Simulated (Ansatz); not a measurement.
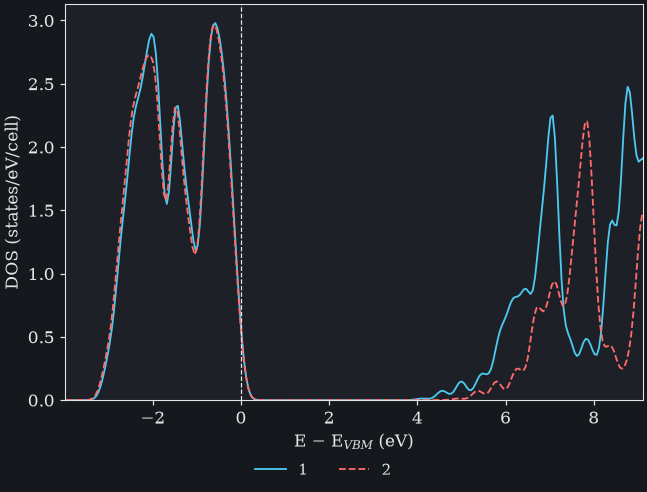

Total densities of states of NaCl, space group Cmmm, 2 atoms in the cell, CsCl type, shear (xy) strain +0.5%, by two methods on the same cell. The curves are built from the levels of the k mesh with Gaussians 0.3 eV wide, which also blur the band edges. Each is counted from its own valence-band top.

Question: Which curve is which? The methods: r2SCAN, PBE.

Answer: 1 is PBE; 2 is r2SCAN. PBE gives a gap of 4.10 eV and r2SCAN gives a gap of 4.92 eV.

Settings. PBE: DFT, PBE, plane waves, PAW, no spin polarisation, 8×8×8 k mesh, 420 eV cutoff, Fermi-Dirac smearing of 0.02 eV (Ansatz). r2SCAN: DFT, r2SCAN, plane waves, PAW, no spin polarisation, 8×8×8 k mesh, 500 eV cutoff (Ansatz).
